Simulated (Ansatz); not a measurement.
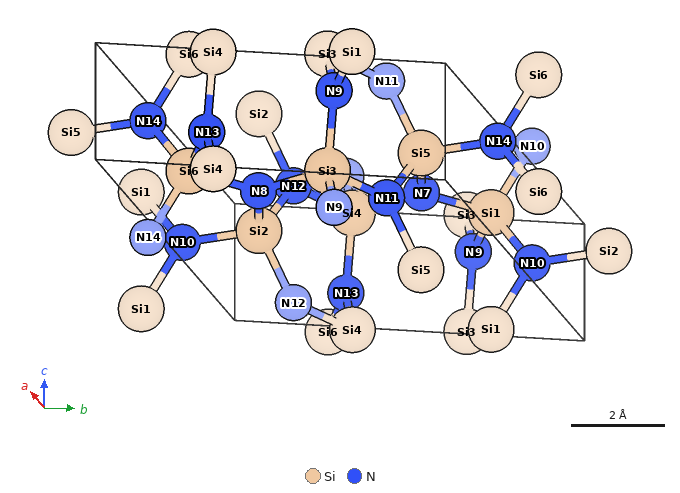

**Figure 1.** The structure as given in the input (ball-and-stick view of the cell of the calculation, seen at an oblique angle; neighbours outside the cell are drawn fainter; atoms are numbered from 1 in the order of the input). Near neighbours in the crystal (not all of them lie inside the picture): Si has 4 N at 1.73 to 1.74 Å; N has 3 Si at 1.73 to 1.74 Å.

# Run report: Si₃N₄, field-gradient calculation

System: Si₃N₄ (14 atoms in the cell).
Method: DFT, PBE, plane-wave PAW, default files, scalar-relativistic, no spin polarisation (Ansatz 0.2.0).

The structure derives from a Materials Project entry. Figures and captions count atoms from 1; the log counts them from 0 in places.

### What the program printed
```
Engine: ansatz 0.2.0, aarch64-unknown-linux-gnu
Pseudopotentials: kind: paw
Pseudopotential: Si, paw, valence charge 4, recommended cutoff 420 eV (normal), Si.paw.azcp
Pseudopotential: N, paw, valence charge 5, recommended cutoff 420 eV (normal), N.paw.azcp
Functional definition: PBE
  parameter kappa = 0.804
  parameter beta = 0.06672455060314922
  exchange = pbe_x(kappa = kappa, mu = beta*pi^2/3)
  correlation = pbe_c(beta = beta)
Crystal: 14 atoms, lattice volume = 145.497 Å³
Basis set: ecut = 420 eV, 2823 PW (Γ), exchange–correlation on 108×108×40 points (8 copies of the dense FFT grid, shifted against one another)
Bands: 46, of which v1, the nominal top of the filled ones, is band 32 counted from 1 (31 counted from 0)
Symmetry: 12 space group operations
Space group: P63/m (ITA 176), of the structure as read, at distance tolerance 5.3e-5 Å
k-points: 24 of 160
Non-local potential: Si, projectors of the file, l = 0: 2, l = 1: 2, l = 2: 2
Non-local potential: N, projectors of the file, l = 0: 2, l = 1: 2, l = 2: 1
PAW form: soft (Blöchl's): semilocal exchange-correlation on the pseudo side does not see the compensation charge
PAW one-centre angular grid: Si, 110 points (default); XC on 64 Gauss nodes
PAW one-centre angular grid: N, 110 points (default); XC on 64 Gauss nodes
Initial density: superposition of atomic densities (neutral atoms: chi_scale 0, normalization atom), corrected by the library's trained network
Initial wavefunctions: pseudopotential atomic-orbital guess
Functional: x = pbe(κ = 0.804, μ = 0.2195149727645171), c = pbe(β = 0.06672455060314922)
SCF iter   1: F=—  HF=-6901.747770 eV  |F-HF|=—  |Δ(HF+E_count)|=         —  Δρ=1.52e-3  dr2=1.07e-3  ethr=1.77e-3  ⟨swp⟩=7.2  Hψ=5674  notcnv=0  defer=15
preconditioner: auto → Resta (q_TF=auto, 2.379 Å⁻¹)  ε∞=3.9  [insulator: Δε(μ)=4.349 eV  Ē_g=14.362 eV  σ=0.020 eV  W_gap=1.00  n_scr=32 (ndim 8)  ℏωp=24.6 eV  f_vac=0.034  D(μ)=0.00/eV (n_scr^D=0)  ε∞_Penn≈3.9]
SCF iter   2: F=—  HF=-6901.750114 eV  |F-HF|=—  |Δ(HF+E_count)|=   2.34e-3  Δρ=8.47e-4  dr2=4.09e-4  ethr=1.66e-6  ⟨swp⟩=2.9  Hψ=2494  notcnv=0  defer=188
SCF iter   3: F=—  HF=-6901.750922 eV  |F-HF|=—  |Δ(HF+E_count)|=   8.08e-4  Δρ=1.83e-4  dr2=3.64e-5  ethr=6.39e-7  ⟨swp⟩=2.0  Hψ=1755  notcnv=0  defer=188
SCF iter   4: F=—  HF=-6901.750863 eV  |F-HF|=—  |Δ(HF+E_count)|=   5.95e-5  Δρ=6.16e-5  dr2=5.08e-6  ethr=5.69e-8  ⟨swp⟩=2.0  Hψ=1545  notcnv=0  defer=188
SCF iter   5: F=—  HF=-6901.750867 eV  |F-HF|=—  |Δ(HF+E_count)|=   4.22e-6  Δρ=2.66e-5  dr2=1.30e-6  ethr=7.93e-9  ⟨swp⟩=2.5  Hψ=1719  notcnv=0  defer=188
SCF iter   6: F=-6901.750869 eV  HF=-6901.750869 eV  |F-HF|=1.14e-7  |Δ(HF+E_count)|=   1.62e-6  Δρ=6.03e-6  dr2=7.21e-8  ethr=1.56e-10  ⟨swp⟩=16.4  Hψ=9332  notcnv=0
SCF 1 converged in 6 iterations: F = -6901.750869 eV  dr2 = 7.21e-8
  greatest PAW one-centre occupation: 0.792 electrons in one spin orbital (limit 2), on the N atom at site 7 (counted from 0), in its partial waves of l = 0
```

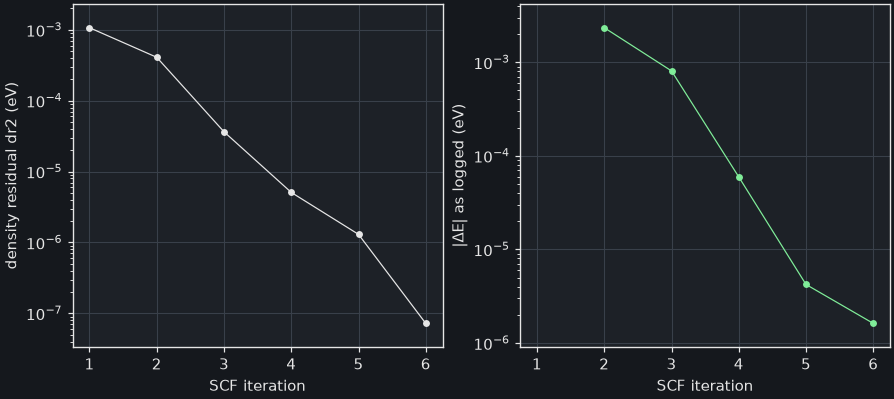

**Figure 2.** Convergence of the self-consistent field: density residual dr2 and size of the energy change against the SCF iteration. The residual falls at every step.

```
SCF converged after 6 iterations
Free energy (F): -6901.750869 eV
Harris-Foulkes:  -6901.750869 eV  (|F-HF|=1.14e-7)
Internal energy: -6901.750869 eV  (E = F + TS)
E sigma→0 (E₀):  -6901.750869 eV
Fermi energy:    10.476952 eV
--- Per-component energies (eV) ---
  E_band       = 63.971468
  E_kinetic    = 1355.143940
  E_local      = -2152.418980  (includes V_loc(G=0)·N_el)
  E_nonlocal   = 510.444028
  E_hartree    = 719.386893
  E_xc         = -828.007648
  E_vxc        = -913.413656  (∫ρ·V_xc dr)
  E_paw        = -4100.910264  (= ΣΔE_a)
  E_vpaw       = -174.555159  (= ΣTr[D̂ρ^β])
  E_aug_tail   = 0.000832  (compensation charges beyond the density's cutoff)
  E_ewald      = -2405.389670
  E_smearing   = -0.000000  (= −TS)
  E_closure    = 0.000000  (closes the sum)
  Σ components = -6901.750869   (vs F -6901.750869, Δ=0.00e0)
--- Forces (eV/Å), atoms counted from 1 ---
  atom   1  Si     0.00883121     0.04569574     0.00000000
  atom   2  Si    -0.03515806     0.03049592     0.00000000
  atom   3  Si     0.04398927     0.01519982     0.00000000
  atom   4  Si    -0.04398927    -0.01519982     0.00000000
  atom   5  Si     0.03515806    -0.03049592     0.00000000
  atom   6  Si    -0.00883121    -0.04569574     0.00000000
  atom   7  N     -0.00000000     0.00000000     0.00000000
  atom   8  N      0.00000000    -0.00000000     0.00000000
  atom   9  N      0.01306574     0.00928856     0.00000000
  atom  10  N     -0.00151126     0.01595954     0.00000000
  atom  11  N      0.01457700    -0.00667099     0.00000000
  atom  12  N     -0.01457700     0.00667099     0.00000000
  atom  13  N     -0.01306574    -0.00928856     0.00000000
  atom  14  N      0.00151126    -0.01595954     0.00000000
  max |Σ_I F_I| component: 1.78e-17 eV/Å
--- Stress (GPa, compression-positive) ---
        5.686516       0.000001       0.000000
       -0.000001       5.686516       0.000000
        0.000000       0.000000       5.801592
  P = ⅓ Tr σ = 5.7249 GPa (57.249 kbar)
--- PAW observables at the nuclei: V_zz in 10²¹ V/m², potentials from the cell's mean, atoms counted from 1 ---
  atom   1  Si V_zz =    +0.955321   η = 0.4805   by run symmetry: allowed
            electrostatic potential = -1359.925747 V   contact ρ = 12804.218105 e/Å³
  atom   2  Si V_zz =    +0.955321   η = 0.4805   by run symmetry: allowed
            electrostatic potential = -1359.925747 V   contact ρ = 12804.218108 e/Å³
  atom   3  Si V_zz =    +0.955321   η = 0.4805   by run symmetry: allowed
            electrostatic potential = -1359.925747 V   contact ρ = 12804.218109 e/Å³
  atom   4  Si V_zz =    +0.955321   η = 0.4805   by run symmetry: allowed
            electrostatic potential = -1359.925747 V   contact ρ = 12804.218109 e/Å³
  atom   5  Si V_zz =    +0.955321   η = 0.4805   by run symmetry: allowed
            electrostatic potential = -1359.925747 V   contact ρ = 12804.218108 e/Å³
  atom   6  Si V_zz =    +0.955321   η = 0.4805   by run symmetry: allowed
            electrostatic potential = -1359.925747 V   contact ρ = 12804.218105 e/Å³
  atom   7  N  V_zz =    -4.910195   η = 0.0000   by run symmetry: allowed   C_q = -2.4268 MHz
            electrostatic potential = -516.466517 V   contact ρ = 1411.779675 e/Å³
  atom   8  N  V_zz =    -4.910195   η = 0.0000   by run symmetry: allowed   C_q = -2.4268 MHz
            electrostatic potential = -516.466517 V   contact ρ = 1411.779675 e/Å³
  atom   9  N  V_zz =    -4.941064   η = 0.0652   by run symmetry: allowed   C_q = -2.4421 MHz
            electrostatic potential = -516.066238 V   contact ρ = 1411.719989 e/Å³
  atom  10  N  V_zz =    -4.941064   η = 0.0652   by run symmetry: allowed   C_q = -2.4421 MHz
            electrostatic potential = -516.066238 V   contact ρ = 1411.719989 e/Å³
  atom  11  N  V_zz =    -4.941064   η = 0.0652   by run symmetry: allowed   C_q = -2.4421 MHz
            electrostatic potential = -516.066238 V   contact ρ = 1411.719989 e/Å³
  atom  12  N  V_zz =    -4.941064   η = 0.0652   by run symmetry: allowed   C_q = -2.4421 MHz
            electrostatic potential = -516.066238 V   contact ρ = 1411.719989 e/Å³
  atom  13  N  V_zz =    -4.941064   η = 0.0652   by run symmetry: allowed   C_q = -2.4421 MHz
            electrostatic potential = -516.066238 V   contact ρ = 1411.719989 e/Å³
  atom  14  N  V_zz =    -4.941064   η = 0.0652   by run symmetry: allowed   C_q = -2.4421 MHz
            electrostatic potential = -516.066238 V   contact ρ = 1411.719989 e/Å³
--- Band table (eV; the first three rows and the last of 24) ---
  k-point 0: bands = ["-9.9353", "-8.4722", "-8.4722", "-7.8416", "-7.6950", "-7.6950", "-6.4524", "-6.1324", "0.2084", "0.2084", "0.2866", "0.9425", "0.9425", "2.4592", "2.4592", "3.3321", "3.7257", "4.2431", "4.2431", "4.4112", "4.4112", "4.9809", "4.9809", "5.0080", "5.5178", "6.7468", "6.7468", "7.0131", "7.0131", "7.8328", "7.9012", "8.0951", "12.6419", "13.0575", "13.2066", "13.2066", "13.5247", "13.5247", "14.2613", "15.8014", "16.3421", "16.3421", "17.0111", "17.8555", "17.8555", "18.1202"]
  k-point 1: bands = ["-9.8146", "-8.3633", "-8.3633", "-7.7568", "-7.6010", "-7.6010", "-6.4040", "-6.1140", "0.2269", "0.2269", "0.3652", "0.9672", "0.9672", "2.5054", "2.5054", "3.2041", "3.3473", "3.9030", "3.9030", "3.9846", "3.9846", "4.8547", "4.9061", "4.9061", "5.1254", "6.7227", "6.7227", "7.0391", "7.0391", "7.4067", "7.5313", "8.2588", "13.3957", "13.4772", "13.7801", "13.7801", "13.9210", "13.9210", "14.4724", "15.8624", "16.2472", "16.2472", "17.3199", "17.6105", "17.6105", "17.7000"]
  k-point 2: bands = ["-9.4610", "-8.0505", "-8.0505", "-7.5215", "-7.3396", "-7.3396", "-6.2794", "-6.0936", "0.1600", "0.1600", "0.5832", "0.9107", "0.9107", "2.1233", "2.5393", "2.5393", "3.1098", "3.1098", "3.1346", "3.3427", "3.3427", "4.2132", "4.6547", "4.8761", "4.8761", "6.5365", "6.6462", "6.6462", "6.9639", "7.0215", "7.0215", "8.2952", "14.2715", "14.2715", "14.3845", "14.9109", "14.9109", "14.9910", "15.0854", "15.8692", "15.9226", "15.9226", "16.5167", "16.5167", "17.0737", "17.4997"]
  k-point 23: bands = ["-7.4143", "-7.4143", "-6.8094", "-6.8094", "-6.7682", "-6.7682", "-6.1363", "-6.1363", "-0.8705", "-0.8705", "-0.3827", "-0.3827", "0.2047", "0.2047", "1.6921", "1.6921", "2.3232", "2.3232", "3.2949", "3.2949", "3.7531", "3.7531", "3.9716", "3.9716", "5.4982", "5.4982", "6.4116", "6.4116", "6.8341", "6.8341", "7.2041", "7.2041", "13.2147", "13.2147", "13.9915", "13.9915", "14.6010", "14.6010", "14.8999", "14.8999", "15.0837", "15.0837", "15.9570", "15.9570", "17.3750", "17.3750"]
--- Löwdin populations: 14 sites ---
  site symbol       q [e]
     0     Si      2.5520
     1     Si      2.5520
     2     Si      2.5520
     3     Si      2.5520
     4     Si      2.5520
     5     Si      2.5520
     6      N      5.9801
     7      N      5.9801
     8      N      5.9701
     9      N      5.9701
    10      N      5.9701
    11      N      5.9701
    12      N      5.9701
    13      N      5.9701
  spilling = 0.014175 (of n_electrons = 64.000000)
```

### File populations.tsv
```
# site	symbol	l	j	q
# orbitals = lowdin
# n_electrons = 64.000000
# spilling = 0.014175
0	Si	0_3S	-	0.797359
0	Si	1_3P	-	1.754604
1	Si	0_3S	-	0.797359
1	Si	1_3P	-	1.754604
2	Si	0_3S	-	0.797359
2	Si	1_3P	-	1.754604
3	Si	0_3S	-	0.797359
3	Si	1_3P	-	1.754604
4	Si	0_3S	-	0.797359
4	Si	1_3P	-	1.754604
5	Si	0_3S	-	0.797359
5	Si	1_3P	-	1.754604
6	N	0_2S	-	1.376784
6	N	1_2P	-	4.603297
7	N	0_2S	-	1.376784
7	N	1_2P	-	4.603297
8	N	0_2S	-	1.366842
8	N	1_2P	-	4.603302
9	N	0_2S	-	1.366842
9	N	1_2P	-	4.603302
10	N	0_2S	-	1.366842
10	N	1_2P	-	4.603302
11	N	0_2S	-	1.366842
11	N	1_2P	-	4.603302
12	N	0_2S	-	1.366842
12	N	1_2P	-	4.603302
13	N	0_2S	-	1.366842
13	N	1_2P	-	4.603302
```

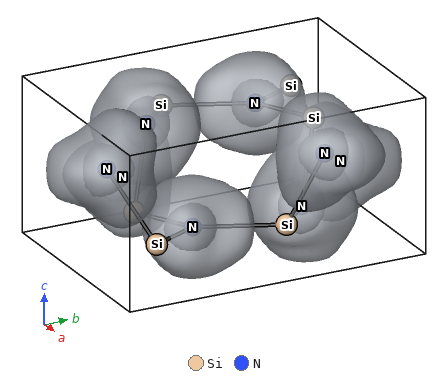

**Figure 3.** Isosurface of the ELF at 0.7 (grey), seen slightly off an axis. Only the valence region is drawn (cores and ρ < 0.01 e/Å³ removed). Sticks mark near contacts. The outline is the cell set on symmetry axes. Profiles from the grid: Si–N (1.73 Å): the ELF peaks at about 0.90 between the atoms, which marks a polar covalent bond. Core electrons are frozen (PAW), so the fields are smoothed inside the atomic spheres.

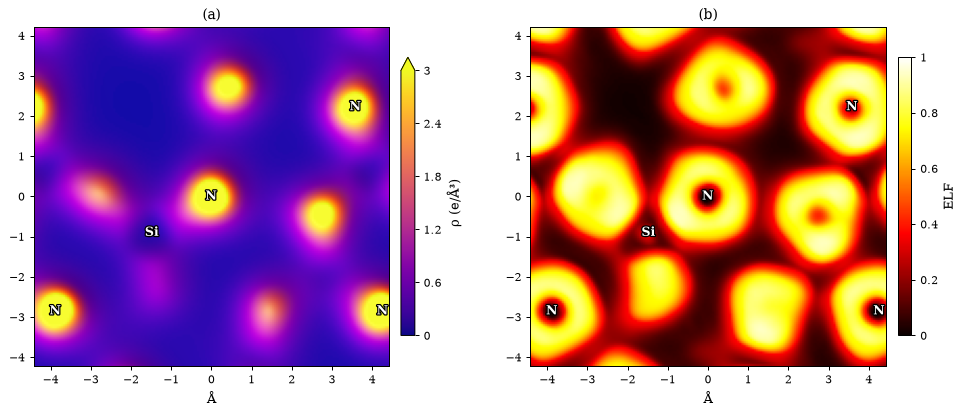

**Figure 4.** (a) valence pseudo-density; (b) electron localisation function on the (111) plane of the conventional cell. The plane passes through Si and N nuclei. Away from the nuclei the density in this plane falls to 0.006 e/Å³ at its lowest.

This output came from the following input.

### The input
```yaml
crystal:
  lattice:
    - [7.6045444358, 0.0, 0.0]
    - [-3.8022722179, 6.5857286656, 0.0]
    - [0.0, 0.0, 2.90519908]
  atoms:
    - { symbol: Si, position: [0.23108243, 0.82494615, 0.75] }
    - { symbol: Si, position: [0.40613628, 0.23108243, 0.25] }
    - { symbol: Si, position: [0.82494615, 0.59386372, 0.25] }
    - { symbol: Si, position: [0.17505385, 0.40613628, 0.75] }
    - { symbol: Si, position: [0.59386372, 0.76891757, 0.75] }
    - { symbol: Si, position: [0.76891757, 0.17505385, 0.25] }
    - { symbol: "N", position: [0.3333333333, 0.6666666667, 0.75] }
    - { symbol: "N", position: [0.6666666667, 0.3333333333, 0.25] }
    - { symbol: "N", position: [0.96919449, 0.6698534, 0.75] }
    - { symbol: "N", position: [0.29934109, 0.96919449, 0.25] }
    - { symbol: "N", position: [0.6698534, 0.70065891, 0.25] }
    - { symbol: "N", position: [0.3301466, 0.29934109, 0.75] }
    - { symbol: "N", position: [0.03080551, 0.3301466, 0.25] }
    - { symbol: "N", position: [0.70065891, 0.03080551, 0.75] }
kpoints:
  mp_grid: { grid: [4, 4, 10] }
scf:
  occupations: { method: fermi_dirac, width: 0.02 }
hamiltonian:
  xc: pbe
  pseudopotentials: { kind: paw }
output:
  forces: true
  stress: true
  populations: true
  efg:
    quadrupole_moments_barn: { "N": 0.02044 }
    contact_densities: true
  write_density: true
  write_potential: true
  elf: true
  volumetric_format: npy
```

Launched with:
```bash
ansatz run input.yaml --threads 1 --pin off --max-ram 2560MiB --backend cpu --events-out ev --progress --plain --runs-dir out
```

### Results in brief

| quantity | value |
| --- | --- |
| outcome | converged |
| space group (tolerance 0.01 Å) | P6₃/m (176) |
| electrons treated | 64 |
| free energy | −6901.7509 eV |
| Fermi energy | 10.477 eV |
| gap on the k-point mesh | 4.35 eV |
| pressure | 5.72 GPa |
| field gradient V_zz (10²¹ V/m²) | Si 0.96, Si 0.96, Si 0.96, Si 0.96, Si 0.96, Si 0.96, N −4.91, N −4.91 (the first 8 of 14 sites) |
| largest force (length of the vector) | 0.047 eV/Å |
| hardware | 1 thread of Arm Neoverse V1, 24 GiB of memory available, shared host |
| wall time | 17 s |
| peak memory | 0.45 GiB |

### Notes

The cell is under a pressure of 5.7 GPa at this level, so it is not at its equilibrium volume.
